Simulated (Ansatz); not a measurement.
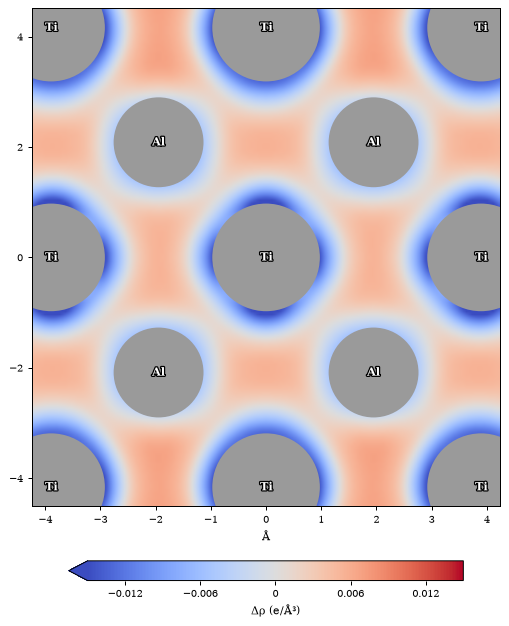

Ti3Al5: difference of two self-consistent densities at the same geometry, ρ(r2SCAN) − ρ(PBEsol), on the (010) plane of the conventional cell. Grey discs cover the cores, where the PAW densities can't be compared. Cores are masked to 1.0 Å (Ti) and 0.8 Å (Al).

Space group P4/mmm. The cell comes from a database of computed structures, not from a measurement.

Both runs: Ansatz, scalar-relativistic, plane waves and PAW, same cutoff, k-points and PAW files (made with PBE).

Question: How does the change of level move the electrons?

Answer: Against PBEsol, and outside the masked cores, the largest gain, 0.007 e/Å³, lies 1.5 Å from an aluminium nucleus and 2.0 Å from a titanium one, and the largest loss lies at the edge of the masked core of Ti.
- Bader charges are Ti +0.59 to +0.71 and Al −0.42 to −0.24 e with PBEsol and Ti +0.71 to +0.89 and Al −0.52 to −0.30 e with r2SCAN. Among metals such charges hang on how the charge between the atoms is shared out.
- At this volume the pressure is −1 GPa with PBEsol and 0 GPa with r2SCAN.

Run times: 53 s (r2SCAN) and 41 s (base cell), on 2 threads of AMD EPYC 7R43 64-Core Processor (Zen 3) (shared host).
